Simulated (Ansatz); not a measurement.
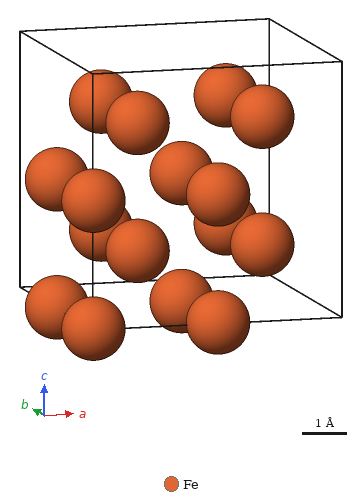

Starting frame of a dynamics run of a 16-atom cell of Fe. The cell was cut from the bcc crystal. A spheres-only model of the simulation cell, seen slightly off an axis.

Method: DFT PBE, scalar-relativistic, plane waves, PAW in Ansatz 0.2.0.

Input file:
```yaml
accuracy: low
crystal:
  lattice:
    - [6.013738, 0.0, 0.0]
    - [0.0, 6.013738, 0.0]
    - [0.0, 0.0, 6.013738]
  atoms:
    - { symbol: Fe, position: [0.0, 0.0, 0.0] }
    - { symbol: Fe, position: [0.5, 0.0, 0.0] }
    - { symbol: Fe, position: [0.0, 0.5, 0.0] }
    - { symbol: Fe, position: [0.0, 0.0, 0.5] }
    - { symbol: Fe, position: [0.25, 0.25, 0.25] }
    - { symbol: Fe, position: [0.5, 0.5, 0.0] }
    - { symbol: Fe, position: [0.5, 0.0, 0.5] }
    - { symbol: Fe, position: [0.75, 0.25, 0.25] }
    - { symbol: Fe, position: [0.0, 0.5, 0.5] }
    - { symbol: Fe, position: [0.25, 0.75, 0.25] }
    - { symbol: Fe, position: [0.25, 0.25, 0.75] }
    - { symbol: Fe, position: [0.5, 0.5, 0.5] }
    - { symbol: Fe, position: [0.75, 0.75, 0.25] }
    - { symbol: Fe, position: [0.75, 0.25, 0.75] }
    - { symbol: Fe, position: [0.25, 0.75, 0.75] }
    - { symbol: Fe, position: [0.75, 0.75, 0.75] }
basis:
  ecutwfc: 420.0
kpoints:
  mp_grid: { grid: [2, 2, 2] }
hamiltonian:
  xc: pbe
scf:
  occupations: { method: fermi_dirac, width: 0.36 }
  lower_state_search: "off"
md:
  timestep: 3.38
  n_steps: 80
  ensemble: nvt_langevin
  temperature: 4200.0
  initial_velocities: maxwell_boltzmann
  seed: 273701
  friction: 0.02
```

Launched with:
```bash
ansatz run input.yaml --threads 2 --pin off --max-ram 5120MiB --backend cpu --events-out ev --progress --plain --runs-dir out
```

What does the trajectory do?

The mean temperature in the second half is 4414 K (standard deviation 692 K). The potential energy is still drifting at the end, so the run hasn't reached equilibrium. The potential energy in the second half lies on average 419 meV per atom above the first frame. Root-mean-square distances from the starting positions over the second half, with the common drift of all atoms taken out: Fe 0.74 Å. Against the typical shortest distance between atoms in the first frame, about 2.6 Å these are large excursions, but over 270 fs one can't yet tell strong vibration from the start of diffusion.

Along the run (each row but the first and the last is the mean over the interval that it begins):

```tsv
time (fs)	potential energy (meV/atom)	T (K)
0.0	0.0	3938
33.8	221.0	3100
67.6	204.7	4024
101.4	317.8	4254
135.2	308.2	4226
169.0	370.5	3842
202.8	511.7	4669
236.6	480.2	4897
270.4	454.9	4649
```

The paths of the atoms:

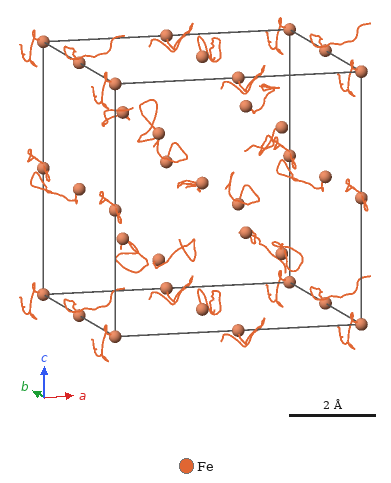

Limits of the set-up: the k-point mesh is coarse for a cell with partly filled bands; the program's low-accuracy preset was used.

Cost: 13 min on 2 threads of Arm Neoverse V2 (shared host), peak memory 0.99 GiB.
